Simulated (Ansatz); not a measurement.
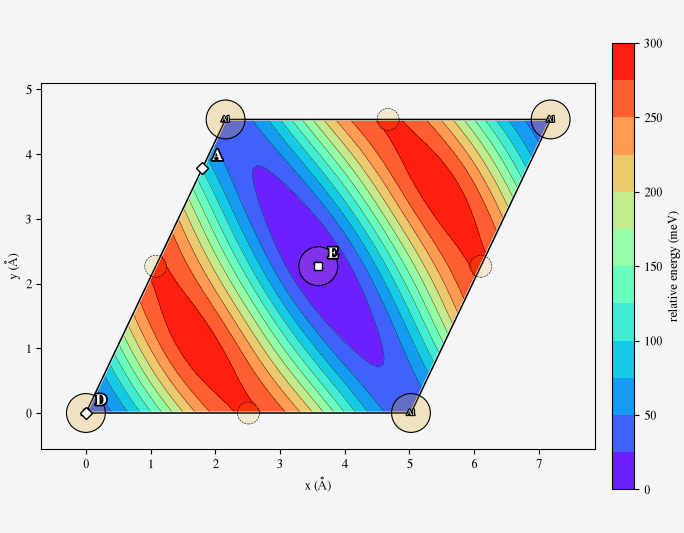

H on a TiAl₃(110) slab cut from the I4/mmm phase, its upper half relaxed before the scan (8 atoms of substrate and one adsorbate in a 1 × 1 cell). 
- H is moved over the surface cell at a fixed height above a rigid substrate; the origin of the map has the adsorbate above Al8; the height is held at 3.10 Å.
- Places are given modulo a cell vector. The map is drawn in real space over the plane of the surface.
- The scan uses a 6 × 6 grid; 13 points were computed and 23 follow by symmetry.
- Energies: meV, counted from the lowest grid point.
- The runs have no spin polarisation, so an open-shell adsorbate far from the surface lies too high. With one adsorbate in each 1 × 1 cell, its nearest image is 5.0 Å away, so neighbouring adsorbates interact. At a fixed height the lowest place need not be the adsorption site.
- Level of theory: DFT PBE+D3(BJ), scalar-relativistic, plane waves, PAW (Ansatz 0.2.0). Settings: cutoff 420 eV, k-mesh 6×6×1, gaussian smearing 0.1 eV, no spin polarisation.

In the figure: filled contours, labelled circles for the atoms of the top layer and small ones for the second layer, the outline of one cell of the plane, lettered points. Between grid points the surface is interpolated.

What kind of point is each of A, D, E: minimum, saddle, maximum or slope?

Answer. A: on a slope; D: saddle point; E: minimum. (In these two coordinates alone; a stationary point may lie a little off the grid point.)

Rank the lettered points by energy, lowest first.

Answer. E (0 meV), D (33 meV), A (98 meV).

PAW datasets: the set soft_1.
